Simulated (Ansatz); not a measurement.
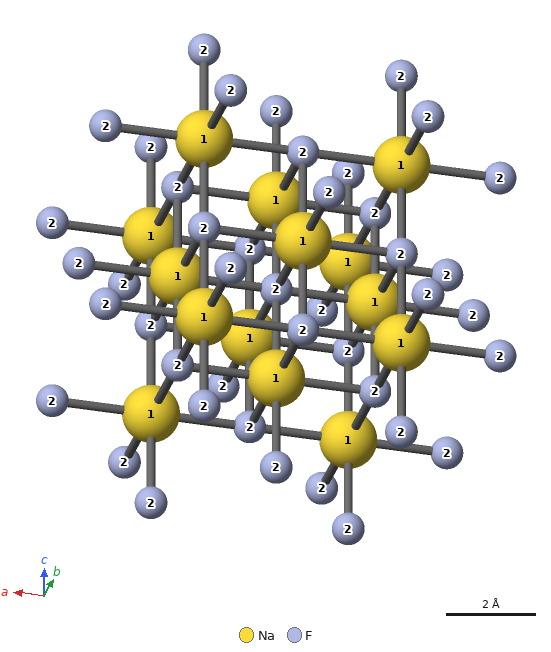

Reference structure: crystalline NaF (built on the rocksalt type) at its r2SCAN-relaxed geometry. A ball-and-stick model of the conventional cell (4 times the calculation's cell), seen from a free direction. Lengths and directions refer to the drawn axes.

These are results of Ansatz, DFT, r2SCAN, plane waves, PAW, not measurements. (plane-wave cutoff 500 eV; k-point mesh 10 × 10 × 10; occupations fixed; no spin polarisation)

Change: The cell is strained by −0.4 % along c and +1.0 % across it (volume +1.6 %). The atoms and the free axis were relaxed with r2SCAN under that strain, and this is a single point on that geometry.

Input file:
```yaml
crystal:
  lattice:
    - [0.0, 2.320139765, 2.288750466]
    - [2.320139765, 0.0, 2.288750466]
    - [2.320139765, 2.320139765, 0.0]
  atoms:
    - { symbol: Na, position: [0.0, 0.0, 0.0] }
    - { symbol: F, position: [0.5, 0.5, 0.5] }
kpoints:
  mp_grid: { grid: [10, 10, 10] }
  band_path:
    path:
      - [0.0, 0.0, 0.0]
      - [0.5, 0.0, 0.5]
      - [0.625, 0.25, 0.625]
      - [0.375, 0.375, 0.75]
      - [0.5, 0.5, 0.5]
      - [0.5, 0.25, 0.75]
    npoints: 1
hamiltonian:
  xc: r2scan
scf:
  occupations: { method: fixed }
  n_extra_bands: 4
output:
  forces: true
  stress: true
  eigenvalues: true
```

Run as
```bash
ansatz run input.yaml --threads 2 --pin off --max-ram 2211MiB --backend cpu --events-out ev --progress --plain --runs-dir out
```

Predict the response.

Answer. Some distances before and after: F–Na 2.297 → 2.289 to 2.320 Å. The space group (tolerance 0.01 Å) goes from Fm-3m (No. 225) to I4/mmm (No. 139). The energy changes by less than 1 meV per atom. The pressure goes from 0.0 to −0.8 GPa. The principal stresses (compression positive) are 0.0 GPa along c and −1.2 GPa across it. All forces vanish by symmetry. The band gap goes from 7.28 to 7.19 eV.
